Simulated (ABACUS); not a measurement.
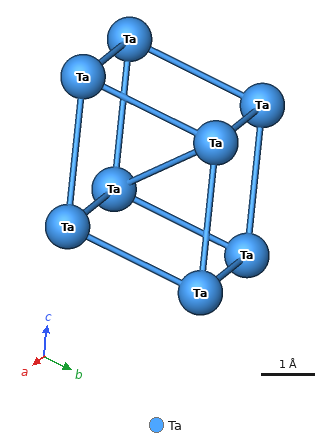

The structure as given in the input (ball-and-stick view of the cell of the calculation, seen slightly off an axis).

Ta: band-structure run (part 1 of 2)

- system: Ta (Im-3m, 1 atom in the cell)
- method: Kohn-Sham DFT of a periodic cell, TM, SG15 ONCV 1.2 PBE, no spin polarisation (ABACUS 3.10.1)

The structure derives from an entry of the Crystallography Open Database.

**Input file**
```
INPUT_PARAMETERS
suffix              Ta
calculation         scf
basis_type          pw
pseudo_dir          ./
symmetry            1
dft_functional      MGGA_X_TM+MGGA_C_TM
ecutwfc             69
pseudo_rcut         10
nspin               1
nbands              24
ks_solver           dav
smearing_method     fd
smearing_sigma      0.00367493
scf_thr             1e-08
scf_nmax            100
mixing_type         broyden
mixing_beta         0.7
cal_force           1
cal_stress          1
mixing_tau          1
out_chg             1
kpar                4
```

**File STRU**
```
ATOMIC_SPECIES
Ta 180.9479 Ta_ONCV_PBE-1.2.upf

LATTICE_CONSTANT
1.8897261246

LATTICE_VECTORS
-1.6512800000 1.6512800000 1.6512800000
1.6512800000 -1.6512800000 1.6512800000
1.6512800000 1.6512800000 -1.6512800000

ATOMIC_POSITIONS
Direct

Ta
0.0
1
0.0000000000 0.0000000000 0.0000000000 1 1 1
```

**File KPT**
```
K_POINTS
0
Gamma
7 7 7 0 0 0
```

Machine: 4 threads of Intel Xeon (Sapphire Rapids), 16 GiB of memory available, shared host.

Launch command:
```bash
OMP_NUM_THREADS=1 mpirun -np 4 abacus > log
```

**The program's output**
```
ABACUS v3.10.1

               Atomic-orbital Based Ab-initio Computation at UStc

 ------------------------------------------------------------------------------------

 READING GENERAL INFORMATION
                           global_out_dir = OUT.Ta/
                           global_in_card = INPUT
                               pseudo_dir = ./
                              orbital_dir =
                                    DSIZE = 4
                                    GSIZE = 1

 READING UNITCELL INFORMATION
                                    ntype = 1
                  lattice constant (Bohr) = 1.88973
              lattice constant (Angstrom) = 1

 READING ATOM TYPE 1
                               atom label = Ta
                      L=0, number of zeta = 1
                      L=1, number of zeta = 1
                      L=2, number of zeta = 1
             number of atom for this type = 1

                        TOTAL ATOM NUMBER = 1
DIRECT COORDINATES
    atom                   x                   y                   z     mag                  vx                  vy                  vz
taud_Ta1            0.0000000000        0.0000000000        0.0000000000  0.0000        0.0000000000        0.0000000000        0.0000000000

                          Volume (Bohr^3) = 121.54
                             Volume (A^3) = 18.0103

 Lattice vectors: (Cartesian coordinate: in unit of a_0)
             -1.65128            +1.65128            +1.65128
             +1.65128            -1.65128            +1.65128
             +1.65128            +1.65128            -1.65128
 Reciprocal vectors: (Cartesian coordinate: in unit of 2 pi/a_0)
                   +0           +0.302795           +0.302795
            +0.302795                  +0           +0.302795
            +0.302795           +0.302795                  +0
 The esolver type has been set to : ksdft_pw

                PAO radial cut off (Bohr) = 10

 Read in pseudopotential file is Ta_ONCV_PBE-1.2.upf
                     pseudopotential type = NC
          exchange-correlation functional = PBE
                 nonlocal core correction = 0
                        valence electrons = 27
                                     lmax = 3
                           number of zeta = 0
                     number of projectors = 8
                           L of projector = 0
                           L of projector = 0
                           L of projector = 1
                           L of projector = 1
                           L of projector = 2
                           L of projector = 2
                           L of projector = 3
                           L of projector = 3
 XC functional updated to : MGGA_X_TM+MGGA_C_TM
          exchange-correlation functional = MGGA_X_TM+MGGA_C_TM
     initial pseudo atomic orbital number = 0

 SETUP THE ELECTRONS NUMBER
            electron number of element Ta = 27
      total electron number of element Ta = 27
            AUTOSET number of electrons:  = 27
                           occupied bands = 14
                                   NBANDS = 24
                                   NLOCAL = 9

%%%%%%%%%%%%%%%%%%%%%%%%%%%%%%%%%%%%%%%%%%%%%%%%%%%%%%%%%%%%%%%%%%%%%%%%%%%%%%%%%%%%%%%%%%%%%%%%%%%%%%%%%%
 Warning: the number of valence electrons in pseudopotential > 5 for Ta: [Xe] 4f14 5d3 6s2
 Pseudopotentials with additional electrons can yield (more) accurate outcomes, but may be less efficient.
 If you're confident that your chosen pseudopotential is appropriate, you can safely ignore this warning.
%%%%%%%%%%%%%%%%%%%%%%%%%%%%%%%%%%%%%%%%%%%%%%%%%%%%%%%%%%%%%%%%%%%%%%%%%%%%%%%%%%%%%%%%%%%%%%%%%%%%%%%%%%

 SETUP THE PLANE WAVE BASIS
 energy cutoff for charge/potential (unit:Ry) = 276
            fft grid for charge/potential = [ 30, 30, 30 ]
                        fft grid division = [ 1, 1, 1 ]
        big fft grid for charge/potential = [ 30, 30, 30 ]
                                     nbxx = 27000
                                     nrxx = 27000

 SETUP PLANE WAVES FOR CHARGE/POTENTIAL
                    number of plane waves = 9453
                         number of sticks = 611

 PARALLEL PW FOR CHARGE/POTENTIAL
     PROC   COLUMNS(POT)             PW
        1            611           9453
 --------------- sum -------------------
        1            611           9453
                            number of |g| = 127
                                  max |g| = 24.9383
                                  min |g| = 0

----------- Double Check Mixing Parameters Begin ------------
mixing_type: broyden
mixing_beta: 0.7
mixing_gg0: 1
mixing_gg0_min: 0.1
mixing_ndim: 8
----------- Double Check Mixing Parameters End ------------

 LATTICE VECTORS: (CARTESIAN COORDINATE: IN UNIT OF A0)
             -1.65128            +1.65128            +1.65128
             +1.65128            -1.65128            +1.65128
             +1.65128            +1.65128            -1.65128
                       right hand lattice = 1
                                   NORM_A = 2.8601
                                   NORM_B = 2.8601
                                   NORM_C = 2.8601
                           ALPHA (DEGREE) = 109.471
                           BETA  (DEGREE) = 109.471
                           GAMMA (DEGREE) = 109.471

 The lattice vectors have been changed (STRU_SIMPLE.cif)

(for optimal symmetric configuration:)
                             BRAVAIS TYPE = 2
                     BRAVAIS LATTICE NAME = 02. Cubic I (body-centered)
                                    ibrav = 2
                                    IBRAV = 2
                                  BRAVAIS = BODY CENTERED CUBIC
                       LATTICE CONSTANT A = 3.30256
Original cell was already a primitive cell.
                        ROTATION MATRICES = 48
              PURE POINT GROUP OPERATIONS = 48
                   SPACE GROUP OPERATIONS = 48
                              POINT GROUP = O_h
               POINT GROUP IN SPACE GROUP = O_h

 SETUP K-POINTS
                                    nspin = 1
                   Input type of k points = Monkhorst-Pack(Gamma)
                                   nkstot = 343
                       right hand lattice = 1
(for reciprocal lattice: )
                             BRAVAIS TYPE = 3
                     BRAVAIS LATTICE NAME = 03. Cubic F (face-centered)
                                    ibrav = 3
                       right hand lattice = 1
(for k-lattice: )
                             BRAVAIS TYPE = 3
                     BRAVAIS LATTICE NAME = 03. Cubic F (face-centered)
                                    ibrav = 3
                       right hand lattice = 1
                        ROTATION MATRICES = 48
                               nkstot_ibz = 20
K-POINTS REDUCTION ACCORDING TO SYMMETRY
     IBZ    DIRECT_X    DIRECT_Y    DIRECT_Z  WEIGHT  ibz2bz
       1  0.00000000  0.00000000  0.00000000  0.0029       0
       2 -0.14285714  0.14285714  0.00000000  0.0350       1
       3 -0.28571429  0.28571429  0.00000000  0.0350       2
       4 -0.42857143  0.42857143  0.00000000  0.0350       3
       5 -0.14285714 -0.14285714  0.28571429  0.0700       8
       6 -0.14285714 -0.28571429  0.42857143  0.1399       9
       7  0.42857143  0.42857143  0.14285714  0.0700      10
       8  0.42857143  0.28571429  0.28571429  0.0700      16
       9 -0.14285714 -0.14285714  0.42857143  0.0233      57
      10  0.42857143  0.28571429  0.14285714  0.0700      58
      11 -0.14285714  0.14285714  0.14285714  0.0175      62
      12  0.28571429  0.28571429  0.28571429  0.0233      65
      13  0.28571429  0.14285714 -0.28571429  0.0700      68
      14 -0.42857143  0.42857143  0.14285714  0.0700      74
      15 -0.42857143  0.28571429  0.28571429  0.0700      75
      16  0.42857143  0.28571429  0.42857143  0.0700      81
      17  0.28571429  0.28571429 -0.28571429  0.0175     117
      18 -0.42857143  0.42857143  0.28571429  0.0700     123
      19  0.42857143  0.42857143  0.42857143  0.0233     130
      20 -0.42857143  0.42857143  0.42857143  0.0175     172

                               nkstot now = 20
[... K-POINTS DIRECT COORDINATES: 20 rows ...]

           k-point number in this process = 5
       minimum distributed K point number = 5
[... stars of the k points ...]

[... K-POINTS CARTESIAN COORDINATES: 5 rows ...]

[... K-POINTS DIRECT COORDINATES: 5 rows ...]

 SETUP PLANE WAVES FOR WAVE FUNCTIONS
     energy cutoff for wavefunc (unit:Ry) = 69
              fft grid for wave functions = [ 30, 30, 30 ]
                    number of plane waves = 1481
                         number of sticks = 173

 PARALLEL PW FOR WAVE FUNCTIONS
     PROC   COLUMNS(POT)             PW
        1            173           1481
 --------------- sum -------------------
        1            173           1481

 SETUP NONLOCAL PSEUDOPOTENTIALS IN PLANE WAVE BASIS
 Ta non-local projectors:
 projector 1 L=0
 projector 2 L=0
 projector 3 L=1
 projector 4 L=1
 projector 5 L=2
 projector 6 L=2
 projector 7 L=3
 projector 8 L=3
      TOTAL NUMBER OF NONLOCAL PROJECTORS = 32

 Init Non-Local PseudoPotential table :
 Init Non-Local-Pseudopotential done.

                                     npwx = 1205

 -------------------------------------------
 SELF-CONSISTENT
 -------------------------------------------
                                 init_chg = atomic

 PW ALGORITHM --------------- ION=   1  ELEC=   1--------------------------------
 Notice: Threshold on eigenvalues was too large.
 hsover_error=0.27 > DRHO=0.0760318
 Origin diag ethr = 0.01
 New diag ethr = 0.000281599

 Density error is 0.0755954321207
                          Error Threshold = 0.000281599379864
----------------------------------------------------------
     Energy           Rydberg                 eV
----------------------------------------------------------
 E_KohnSham     -496.0724047808      -6749.4113255815
 E_Harris       -499.9830375349      -6802.6182138229
 E_Fermi        2.1933488588         29.8420421820
----------------------------------------------------------

 PW ALGORITHM --------------- ION=   1  ELEC=   2--------------------------------

 Density error is 0.0111400597914
                          Error Threshold = 0.000279983081929
----------------------------------------------------------
     Energy           Rydberg                 eV
----------------------------------------------------------
 E_KohnSham     -496.1594982418      -6750.5962929096
 E_Harris       -494.9389171256      -6733.9894348585
 E_Fermi        2.1690285633         29.5111475858
----------------------------------------------------------

 PW ALGORITHM --------------- ION=   1  ELEC=   3--------------------------------

 Density error is 0.000847963366689
                          Error Threshold = 4.12594807089e-05
----------------------------------------------------------
     Energy           Rydberg                 eV
----------------------------------------------------------
 E_KohnSham     -496.1749958698      -6750.8071489554
 E_Harris       -496.2749432833      -6752.1670032792
 E_Fermi        2.1708086580         29.5353670167
```
